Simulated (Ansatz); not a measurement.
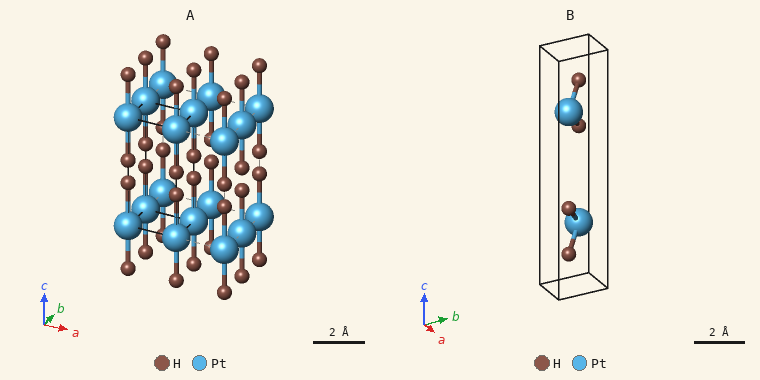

Two structures of H$_{2}$Pt, each relaxed to rest (conventional cells in solid outline, small ones repeated, not to one scale). Method: DFT PBE, scalar-relativistic, plane waves, PAW in Ansatz 0.2.0, without spin polarisation.

**Identify the two structures.**

A: 3 atoms a cell on a primitive hexagonal lattice, P6/mmm. B: 6 atoms a cell on a primitive hexagonal lattice, P6_3/mmc.

**Which of the two does the method prefer?**

A is lower, by 61 meV/atom at this level of theory (energies at zero smearing). Volumes: A 9.4, B 11.5 Å³/atom.

One or both may be structure types tried for this composition rather than known phases.
